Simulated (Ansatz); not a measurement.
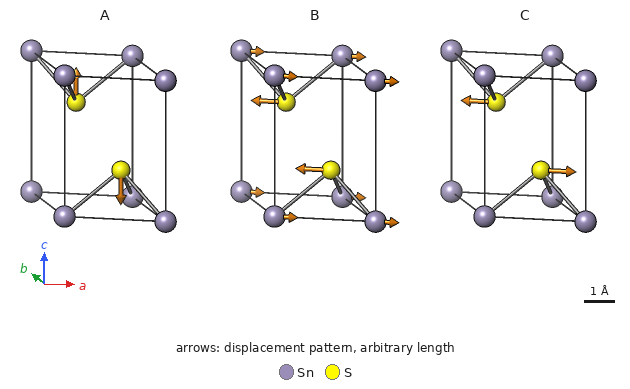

Three optical modes of crystalline SnS$_{2}$ relaxed at 16 GPa at the zone centre, in no order (one member of each degenerate set). The orange arrows are the displacements of the atoms (eigenvector over the root of the mass), of arbitrary overall length and sign. Style: ball-and-stick. Shown: the cell of the calculation, slightly off an axis.

Level of theory: DFT PBEsol, scalar-relativistic, plane waves, PAW (Ansatz). Settings: plane-wave cutoff 420 eV; k-point mesh 12 × 12 × 8; occupations fermi dirac; smearing width 0.15 eV; target pressure 16 GPa; no spin polarisation.

The frequencies depend somewhat on the k-mesh and the smearing.

Q: Rank the modes by frequency, softest first.

A: B (240 cm⁻¹), C (284 cm⁻¹), A (335 cm⁻¹). B, E_u: The S sublattice moves against the Sn sublattice, along a; the kinetic energy is shared as S 65 %, Sn 35 %. C, E_g: The Sn atoms stay at rest; all motion is along a; atoms of one kind move against one another, with no net shift of their sublattice. A, A₁g: The Sn atoms stay at rest; all motion is along c; atoms of one kind move against one another, with no net shift of their sublattice. The crystal is metallic in this run.
